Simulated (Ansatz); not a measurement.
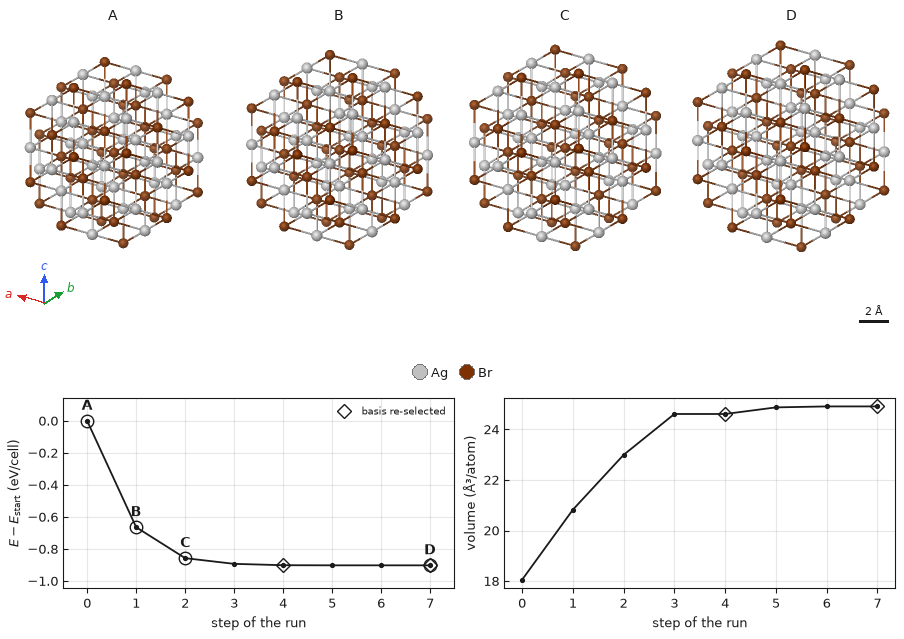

Frames of a relaxation of crystalline AgBr (a generated structure, set up in Fm-3m), marked on the history of the run. A ball-and-stick model of the conventional cell (4 times the calculation's cell), seen from a free direction. Lengths and directions refer to the drawn axes.

Case: cell and atoms relaxed from a first guess.

All numbers below come from DFT, PBE, PAW with Ansatz's default frozen-core files, scalar-relativistic (Ansatz). Set-up: plane-wave cutoff 420 eV; k-point mesh 13 × 13 × 13; occupations fermi dirac; smearing width 0.03 eV; no spin polarisation; cell and atoms relaxed; force threshold 0.005 eV/Å; at most 80 steps.

### Describe the path.

The energy falls by 0.902 eV per cell of the calculation in 5 accepted moves (7 points after the start). All forces vanish by symmetry, so only the cell relaxes. Pressure: 29.49 GPa at the start and 0.00 GPa at the end. The SCF was repeated twice at an unchanged geometry on a basis and grid sized afresh for the cell, which shifted the energy by 8.5 meV per cell of the calculation at most. No atom moves by more than 0.005 Å relative to the cell. Cell: a = b = c 5.246 → 5.841 Å (+11.3 %). Volume +38.0 %. Near-neighbour distances that change, for instance: Ag–Br 2.623 → 2.920 Å. The space group stays Fm-3m (No. 225). From step 0 to 1: volume +15.3 %, energy −0.664 eV per cell of the calculation. From step 1 to 2: volume +10.4 %, energy −0.193 eV per cell of the calculation. From step 2 to 7: volume +8.3 %, energy −44.9 meV per cell of the calculation.
